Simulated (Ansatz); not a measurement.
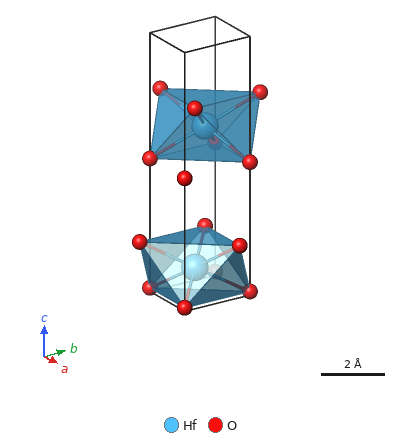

The structure as given in the input (polyhedral view of the cell of the calculation, seen slightly off an axis; polyhedra are completed across the faces of the cell).

## Run report: HfO₂, band-structure calculation

System: HfO₂ (P6₃mc, 6 atoms in the cell).
Method: DFT, r2SCAN+rVV10, plane waves, PAW, no spin polarisation (Ansatz 0.2.0).

The structure was built on a prototype by a generator. The geometry comes from this level: r2scan-rvv10.

### The input
```yaml
crystal:
  lattice:
    - [3.2446263301, 0.0, 0.0]
    - [-1.6223131651, 2.8099288277, 0.0]
    - [0.0, 0.0, 8.453080429]
  atoms:
    - { symbol: Hf, position: [0.3333333333, 0.6666666667, 0.6233509306] }
    - { symbol: Hf, position: [0.6666666667, 0.3333333333, 0.1233509306] }
    - { symbol: O, position: [0.6666666667, 0.3333333333, 0.7376886286] }
    - { symbol: O, position: [0.3333333333, 0.6666666667, 0.2376886286] }
    - { symbol: O, position: [0.0, 0.0, 0.0139624409] }
    - { symbol: O, position: [0.0, 0.0, 0.5139624409] }
kpoints:
  mp_grid: { grid: [12, 12, 4] }
  band_path:
    path:
      - [0.0, 0.0, 0.0]
      - [0.5, 0.0, 0.0]
      - [0.3333333333, 0.3333333333, 0.0]
      - [0.0, 0.0, 0.5]
      - [0.5, 0.0, 0.5]
      - [0.3333333333, 0.3333333333, 0.5]
    npoints: 1
hamiltonian:
  xc: r2scan
  dispersion: rvv10
scf:
  occupations: { method: fermi_dirac, width: 0.03 }
  n_extra_bands: 5
output:
  forces: true
  stress: true
  eigenvalues: true
```

Run on 2 threads of Arm Neoverse V2, 112 GiB of memory available, shared host.

Command:
```bash
ansatz run input.yaml --threads 2 --pin off --max-ram 2211MiB --backend cpu --events-out ev --progress --plain --runs-dir out
```

### Log
```
scf.n_extra_bands = 5 over 38 filled bands (N_el = 76.0): the run solves 43 bands
Engine: ansatz 0.2.0, aarch64-unknown-linux-gnu
Pseudopotentials: kind: paw
Pseudopotential: Hf, paw, valence charge 26, recommended cutoff 500 eV (meta_gga), Hf.paw.azcp
Pseudopotential: O, paw, valence charge 6, recommended cutoff 500 eV (meta_gga), O.paw.azcp
Functional definition: r2SCAN+rVV10
  parameter k0 = 0.174
  parameter k1 = 0.065
  parameter a1 = 4.9479
  exchange = r2scan_x(k0 = k0, k1 = k1, a1 = a1)
  correlation = r2scan_c + rvv10(11.95, 0.0093)
Crystal: 6 atoms, lattice volume = 77.068 Å³
Basis set: ecut = 500 eV, 1945 PW (Γ), exchange–correlation on 108×108×288 points (64 copies of the dense FFT grid, shifted against one another)
Bands: 43, of which v1, the nominal top of the filled ones, is band 38 counted from 1 (37 counted from 0)
Symmetry: 12 space group operations
Space group: P63mc (ITA 186), of the structure as read, at distance tolerance 4.3e-5 Å
k-points: 57 of 576 (time reversal used)
Non-local potential: Hf, projectors of the file, l = 0: 3, l = 1: 2, l = 2: 2, l = 3: 3
Non-local potential: O, projectors of the file, l = 0: 2, l = 1: 2, l = 2: 1
PAW form: soft (Blöchl's): semilocal exchange-correlation on the pseudo side does not see the compensation charge
rVV10 density: all electrons in the spheres
PAW frozen core: Hf, regenerated for the run's functional (the file was generated under x = pbe(κ = 0.804, μ = 0.2195149727645171), c = pbe(β = 0.06672455060314922))
PAW frozen core: O, regenerated for the run's functional (the file was generated under x = pbe(κ = 0.804, μ = 0.2195149727645171), c = pbe(β = 0.06672455060314922))
PAW one-centre angular grid: Hf, 974 points (default); XC on 160 Gauss nodes
PAW one-centre angular grid: O, 302 points (default); XC on 160 Gauss nodes
Initial density: superposition of atomic densities (neutral atoms: chi_scale 0, normalization atom), corrected by the library's trained network
Initial wavefunctions: pseudopotential atomic-orbital guess
Functional: x = r2scan, c = r2scan + rvv10(b = 11.95, C = 0.0093); τ floored in thin density (d = 2e-4 eV/Å³)
SCF iter   1: F=—  HF=-33744.359650 eV  |F-HF|=—  |Δ(HF+E_count)|=         —  Δρ=8.55e-3  dr2=4.21e-2  dr2_τ=3.85e-1  ethr=1.77e-3  ⟨swp⟩=6.4  Hψ=8210  notcnv=0
preconditioner: auto → Resta (q_TF=auto, 2.722 Å⁻¹)  ε∞=5.0  [insulator: Δε(μ)=4.959 eV  Ē_g=17.867 eV  σ=0.030 eV  W_gap=1.00  n_scr=36 (ndim 8)  ℏωp=35.9 eV  f_vac=0.132  D(μ)=0.00/eV (n_scr^D=0)  ε∞_Penn≈5.0]
SCF iter   2: F=—  HF=-33744.452719 eV  |F-HF|=—  |Δ(HF+E_count)|=   9.31e-2  Δρ=5.15e-3  dr2=1.99e-2  dr2_τ=2.06e-3  ethr=5.54e-5  ⟨swp⟩=2.0  Hψ=5301  notcnv=0  defer=57
SCF iter   3: F=—  HF=-33744.449819 eV  |F-HF|=—  |Δ(HF+E_count)|=   2.90e-3  Δρ=3.27e-3  dr2=4.90e-3  dr2_τ=7.99e-4  ethr=2.62e-5  ⟨swp⟩=2.0  Hψ=4104  notcnv=0  defer=57
SCF iter   4: F=—  HF=-33744.449643 eV  |F-HF|=—  |Δ(HF+E_count)|=   1.76e-4  Δρ=1.33e-3  dr2=1.60e-3  dr2_τ=1.03e-4  ethr=6.44e-6  ⟨swp⟩=2.5  Hψ=4552  notcnv=0  defer=57
SCF iter   5: F=—  HF=-33744.449437 eV  |F-HF|=—  |Δ(HF+E_count)|=   2.06e-4  Δρ=2.64e-4  dr2=5.02e-5  dr2_τ=7.38e-6  ethr=2.10e-6  ⟨swp⟩=2.0  Hψ=4083  notcnv=0  defer=57
SCF iter   6: F=—  HF=-33744.449459 eV  |F-HF|=—  |Δ(HF+E_count)|=   2.24e-5  Δρ=1.67e-4  dr2=2.47e-5  dr2_τ=1.81e-6  ethr=6.61e-8  ⟨swp⟩=2.0  Hψ=4345  notcnv=0  defer=57
SCF iter   7: F=—  HF=-33744.449456 eV  |F-HF|=—  |Δ(HF+E_count)|=   3.99e-6  Δρ=4.74e-5  dr2=1.79e-6  dr2_τ=1.17e-7  ethr=3.24e-8  ⟨swp⟩=2.0  Hψ=3942  notcnv=0  defer=57
SCF iter   8: F=—  HF=-33744.449455 eV  |F-HF|=—  |Δ(HF+E_count)|=   2.16e-7  Δρ=1.79e-5  dr2=2.10e-7  dr2_τ=2.78e-8  ethr=2.36e-9  ⟨swp⟩=2.0  Hψ=4098  notcnv=0  defer=57
SCF iter   9: F=-33744.449455 eV  HF=-33744.449455 eV  |F-HF|=1.20e-9  |Δ(HF+E_count)|=   1.90e-8  Δρ=2.22e-6  dr2=3.02e-9  dr2_τ=3.20e-10  ethr=1.32e-10  ⟨swp⟩=9.6  Hψ=10740  notcnv=0
SCF 1 converged in 9 iterations: F = -33744.449455 eV  dr2 = 3.02e-9
  greatest PAW one-centre occupation: 0.999 electrons in one spin orbital (limit 2), on the Hf atom at site 0 (counted from 0), in its partial waves of l = 3
```

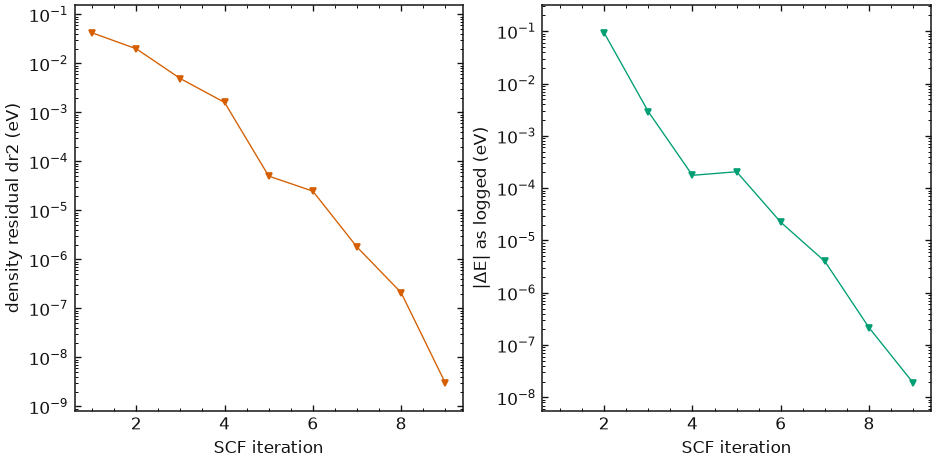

Convergence of the self-consistent field: density residual dr2 and size of the energy change against the SCF iteration. The residual falls at every step.

```
NSCF: frozen V_eff on 6 k-points
SCF converged after 9 iterations
Free energy (F): -33744.449455 eV
Harris-Foulkes:  -33744.449455 eV  (|F-HF|=1.20e-9)
Internal energy: -33744.449455 eV  (E = F + TS)
E sigma→0 (E₀):  -33744.449455 eV
Fermi energy:    13.873532 eV
--- Per-component energies (eV) ---
  E_band       = -219.083054
  E_kinetic    = 1547.338448
  E_local      = -13909.386279  (includes V_loc(G=0)·N_el)
  E_nonlocal   = -2304.465842
  E_hartree    = 6350.819659
  E_xc         = -854.171765
  E_vxc        = -1008.165771  (∫ρ·V_xc dr)
  E_paw        = -14543.557838  (= ΣΔE_a)
  E_vpaw       = 2697.943460  (= ΣTr[D̂ρ^β])
  E_aug_tail   = 0.003074  (compensation charges beyond the density's cutoff)
  E_vtau       = 56.004740  (kinetic-family band-sum trace: ∫τ·v_τ [+ j·A + Jᵃ·Aᵃ] dr)
  E_ewald      = -10031.544193
  E_core_change = 0.515280  (= ΣΔE_core)
  E_smearing   = -0.000000  (= −TS)
  E_closure    = 0.000000  (closes the sum)
  Σ components = -33744.449455   (vs F -33744.449455, Δ=0.00e0)
--- Forces (eV/Å), atoms counted from 1 ---
  atom   1  Hf     0.00000000     0.00000000    -0.00001919
  atom   2  Hf     0.00000000    -0.00000000    -0.00001919
  atom   3  O      0.00000000    -0.00000000     0.00031287
  atom   4  O     -0.00000000     0.00000000     0.00031287
  atom   5  O      0.00000000    -0.00000000    -0.00025264
  atom   6  O     -0.00000000     0.00000000    -0.00025264
  max |Σ_I F_I| component: 8.21e-5 eV/Å
--- Stress (GPa, compression-positive) ---
        0.020422      -0.000000      -0.000000
       -0.000000       0.020422      -0.000000
        0.000000       0.000000       0.031160
  P = ⅓ Tr σ = 0.0240 GPa (0.240 kbar)
--- Band table (eV; the first three rows and the last of 57) ---
  k-point 0: bands = ["-50.4759", "-50.4757", "-18.7452", "-18.7242", "-18.2324", "-18.2324", "-18.2319", "-18.2319", "-7.2057", "-6.9229", "-5.4276", "-5.1184", "1.1841", "1.1841", "1.1853", "1.1853", "1.1999", "1.2000", "1.2336", "1.2336", "1.2343", "1.2343", "1.3229", "1.3229", "1.3297", "1.3767", "7.0574", "7.2574", "7.2574", "7.3608", "7.3608", "8.5645", "9.5554", "10.7717", "10.7717", "10.9555", "10.9555", "11.4485", "16.7615", "16.7615", "16.8716", "16.8716", "17.1439"]
  k-point 1: bands = ["-50.4759", "-50.4758", "-18.7421", "-18.7273", "-18.2323", "-18.2323", "-18.2320", "-18.2320", "-7.1694", "-6.9708", "-5.3759", "-5.1586", "1.1843", "1.1843", "1.1851", "1.1851", "1.1999", "1.2000", "1.2337", "1.2337", "1.2342", "1.2342", "1.3229", "1.3229", "1.3361", "1.3693", "7.1980", "7.2719", "7.2719", "7.3450", "7.3450", "8.1571", "10.0071", "10.7995", "10.7995", "10.9294", "10.9294", "11.2361", "16.7756", "16.7756", "16.8535", "16.8535", "17.3109"]
  k-point 2: bands = ["-50.4758", "-50.4758", "-18.7347", "-18.7347", "-18.2321", "-18.2321", "-18.2321", "-18.2321", "-7.0757", "-7.0757", "-5.2618", "-5.2618", "1.1847", "1.1847", "1.1847", "1.1847", "1.2000", "1.2000", "1.2340", "1.2340", "1.2340", "1.2340", "1.3229", "1.3229", "1.3522", "1.3522", "7.3078", "7.3078", "7.3078", "7.3078", "7.5934", "7.5934", "10.6925", "10.6925", "10.8652", "10.8652", "10.8652", "10.8652", "16.8125", "16.8125", "16.8125", "16.8125", "17.6325"]
  k-point 56: bands = ["-50.4330", "-50.4330", "-18.8176", "-18.8176", "-18.7957", "-18.7957", "-18.5178", "-18.5178", "-5.7584", "-5.7584", "-5.6744", "-5.6744", "1.1913", "1.1913", "1.2041", "1.2041", "1.2055", "1.2055", "1.2375", "1.2375", "1.2722", "1.2722", "1.2761", "1.2761", "1.2783", "1.2783", "7.7931", "7.7931", "8.0676", "8.0676", "8.3538", "8.3538", "9.7169", "9.7169", "10.0666", "10.0666", "10.6226", "10.6226", "16.6975", "16.6975", "17.9954", "17.9954", "18.2400"]
```

### File bands.tsv
```
# k_distance	band_0	band_1	band_2	band_3	band_4	band_5	band_6	band_7	band_8	band_9	band_10	band_11	band_12	band_13	band_14	band_15	band_16	band_17	band_18	band_19	band_20	band_21	band_22	band_23	band_24	band_25	band_26	band_27	band_28	band_29	band_30	band_31	band_32	band_33	band_34	band_35	band_36	band_37	band_38	band_39	band_40	band_41	band_42
# fermi_ev = 13.873532
# lock_threshold_ev = 1e-6
# [0, 0, 0] at k_distance = 0.000000
# [0.5, 0, 0] at k_distance = 1.118033
# [0.3333333333, 0.3333333333, 0] at k_distance = 1.763529
# [0, 0, 0.5] at k_distance = 3.106953
# [0.5, 0, 0.5] at k_distance = 4.224986
# [0.3333333333, 0.3333333333, 0.5] at k_distance = 4.870482
# levels_relative_to = fermi_ev
# free_energy_ev = -33744.449455
# largest_residual_norms_ev = 1.368e-3 1.467e-3 2.118e-4 4.404e-4 2.314e-4 3.059e-4 5.000e-4 6.264e-4 6.338e-4 7.137e-4 7.483e-4 8.077e-4 5.827e-4 6.759e-4 6.177e-4 7.224e-4 7.618e-4 8.544e-4 8.456e-4 6.404e-4 2.102e-3 2.415e-3 3.851e-3 3.811e-3 1.760e-3 1.689e-3 1.207e-3 1.372e-3 1.321e-3 1.035e-3 1.351e-3 1.431e-3 5.655e-4 1.208e-3 5.766e-4 5.810e-4 3.535e-4 1.522e-3 9.133e-4 1.155e-3 1.862e-3 1.803e-3 1.055e-3
0.000000	-64.349424	-64.349267	-32.618746	-32.597693	-32.105924	-32.105924	-32.105436	-32.105436	-21.079215	-20.796446	-19.301100	-18.991930	-12.689397	-12.689397	-12.688279	-12.688279	-12.673627	-12.673551	-12.639911	-12.639911	-12.639272	-12.639272	-12.550632	-12.550628	-12.543848	-12.496874	-6.816115	-6.616113	-6.616113	-6.512749	-6.512749	-5.309071	-4.318161	-3.101786	-3.101786	-2.918062	-2.918062	-2.425035	2.887922	2.887922	2.998108	2.998108	3.270342
1.118033	-64.311365	-64.311317	-32.960925	-32.957745	-32.411227	-32.406607	-32.258930	-32.257647	-20.291630	-20.197933	-19.097999	-19.002783	-12.688611	-12.683972	-12.674955	-12.674747	-12.652608	-12.652516	-12.642866	-12.641199	-12.609858	-12.609698	-12.605249	-12.604959	-12.563260	-12.559648	-7.384162	-7.076935	-5.595762	-5.266255	-4.859152	-4.717257	-4.369830	-4.078132	-4.000463	-3.651899	-3.111705	-2.813137	2.429925	2.991395	3.618333	3.971442	4.884537
1.763529	-64.306578	-64.306578	-32.692819	-32.689348	-32.669186	-32.669186	-32.391387	-32.391387	-19.638291	-19.625727	-19.547914	-19.547914	-12.682221	-12.682221	-12.671309	-12.668087	-12.668087	-12.667589	-12.635947	-12.635947	-12.601367	-12.601367	-12.597447	-12.597447	-12.595417	-12.595015	-6.029782	-5.926744	-5.926744	-5.746841	-5.746841	-5.504838	-4.113078	-4.004402	-4.004402	-3.581553	-3.332213	-3.332213	2.744136	2.744136	4.202772	4.253727	4.253727
3.106953	-64.349344	-64.349344	-32.608242	-32.608242	-32.105682	-32.105682	-32.105682	-32.105682	-20.949223	-20.949223	-19.135337	-19.135337	-12.688846	-12.688846	-12.688846	-12.688846	-12.673562	-12.673562	-12.639581	-12.639581	-12.639581	-12.639581	-12.550630	-12.550630	-12.521299	-12.521299	-6.565719	-6.565719	-6.565719	-6.565719	-6.280114	-6.280114	-3.181057	-3.181057	-3.008291	-3.008291	-3.008291	-3.008291	2.938979	2.938979	2.938979	2.938979	3.758999
4.224986	-64.311341	-64.311341	-32.959356	-32.959356	-32.408890	-32.408890	-32.258290	-32.258290	-20.246874	-20.246874	-19.048207	-19.048207	-12.686260	-12.686260	-12.674831	-12.674831	-12.652552	-12.652552	-12.642042	-12.642042	-12.609775	-12.609775	-12.605110	-12.605110	-12.561464	-12.561464	-7.243680	-7.243680	-5.448684	-5.448684	-4.874780	-4.874780	-4.031059	-4.031059	-3.808533	-3.808533	-3.061246	-3.061246	2.713717	2.713717	3.760442	3.760442	4.919179
4.870482	-64.306576	-64.306576	-32.691082	-32.691082	-32.669223	-32.669223	-32.391342	-32.391342	-19.631969	-19.631969	-19.547911	-19.547911	-12.682236	-12.682236	-12.669453	-12.669453	-12.668026	-12.668026	-12.635986	-12.635986	-12.601352	-12.601352	-12.597440	-12.597440	-12.595215	-12.595215	-6.080432	-6.080432	-5.805956	-5.805956	-5.519732	-5.519732	-4.156654	-4.156654	-3.806907	-3.806907	-3.250910	-3.250910	2.824009	2.824009	4.121917	4.121917	4.366505
```

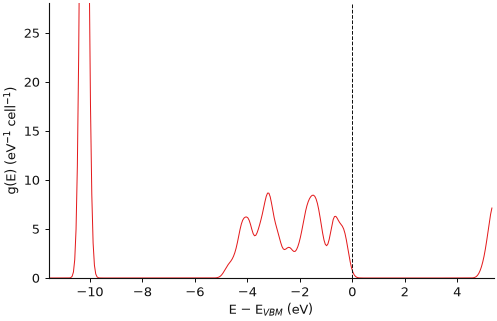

Density of states (the curve is built from the levels of the k mesh with Gaussians 0.3 eV wide, which also blur the band edges), with energies from the valence-band top. There is a gap of 4.85 eV on the k-point mesh. Small ripples come from the finite k-point mesh.

### Key numbers

| quantity | value |
| --- | --- |
| outcome | converged |
| space group (tolerance 0.01 Å) | P6₃mc (186) |
| electrons treated | 76 |
| free energy | −33744.4495 eV |
| Fermi energy | 13.874 eV |
| gap on the k-point mesh | 4.85 eV |
| pressure | 0.02 GPa |
| largest force (length of the vector) | under 0.001 eV/Å |
| wall time | 25 s (CPU time 49 s) |
| peak memory | 0.64 GiB |

### Notes

Spin–orbit coupling is left out, which matters for Hf.
